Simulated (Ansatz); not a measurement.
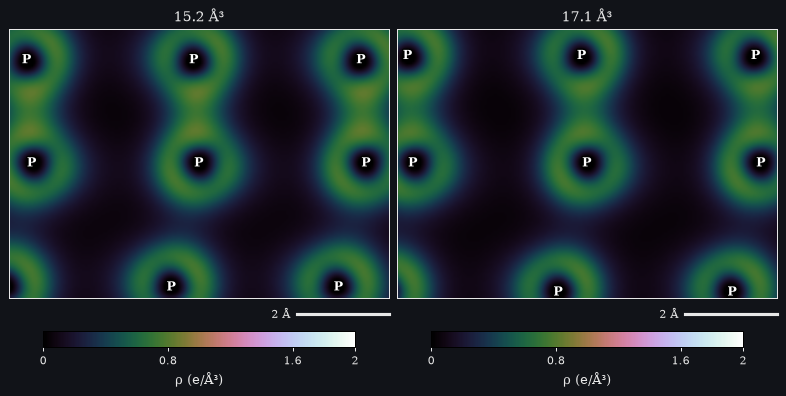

P. The valence charge density (pseudo) of cells scaled evenly to different volumes (given per atom above each panel), on the (011̄) plane of each (indices in the axes of the cell below), at one length scale and on one colour scale.

A structure from a database of computed crystals, not necessarily the ambient phase.

Computed with Kohn-Sham DFT of a periodic cell, LDA, JTH PAW LDA (Ansatz).

The density is the valence pseudo-density of a PAW calculation; it isn't the true density close to the nuclei.

The largest cell:

```xyz
2
Lattice="1.7596 1.0159 3.1911 -1.7596 1.0159 3.1911 0.0000 -2.0318 3.1911" Properties=species:S:1:pos:R:3 pbc="T T T"
P     0.0000    0.0000    7.3993
P     0.0000    0.0000    2.1739
```

| volume (Å³/atom) | P–P contact in the plane (Å) | ρ at its midpoint (e/Å³) | pressure (GPa) | 
| --- | --- | --- | --- |
| 15.18 | 2.246 | 0.727 | 2.8 | 
| 15.82 | 2.278 | ? | ? | 
| 17.11 | 2.338 | 0.625 | −7.6 | 

What values belong in the row with question marks?

Answer. Over the known rows ln ρ falls by 1.64 per Å of P–P distance (the line through the two), which gives 0.690 e/Å³ at 2.278 Å; the calculation gives 0.691 e/Å³. For the pressure, a straight line in volume between the neighbouring rows gives −0.6 GPa; the calculation gives −1.3, lower because pressure rises ever faster on compression.
